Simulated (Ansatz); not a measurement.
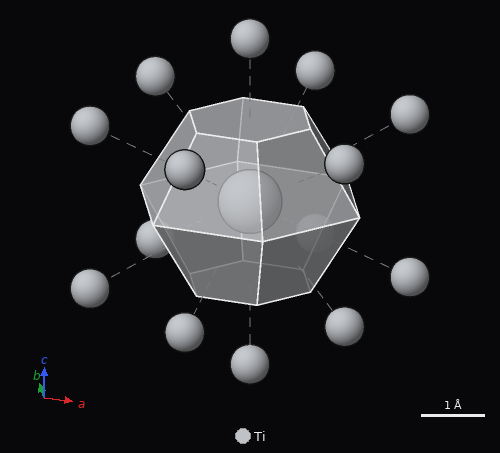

Voronoi cell (the region closer to this atom than to any other), computed from the atomic positions without radii. Central atom: Ti1 (1a) in Ti; faces take the colour of the neighbour behind them. Source: the end point of a relaxation at fixed volume with DFT PBE, scalar-relativistic, plane waves, PAW in Ansatz.

Ti, space group P6/mmm (No. 191), a = 4.432 Å, b = 4.432 Å, c = 2.751 Å, α = 90.00°, β = 90.00°, γ = 120.00°

```json
{"site": "Ti1", "Wyckoff": "1a", "x": "0.0000", "y": "0.0000", "z": "0.0000"}
{"site": "Ti2", "Wyckoff": "2d", "x": "0.3333", "y": "0.6667", "z": "0.5000"}
```

Question: Which neighbours share a face with the central atom?

Answer: 14 Ti (100 % of the solid angle).

Question: How many faces does the cell have, and of which kinds?

Answer: 14 faces, index ⟨0,12,0,2⟩.

Question: What is the volume of this Voronoi cell?

Answer: 16.0 Å³, against a mean of 15.6 Å³ per atom in this structure.
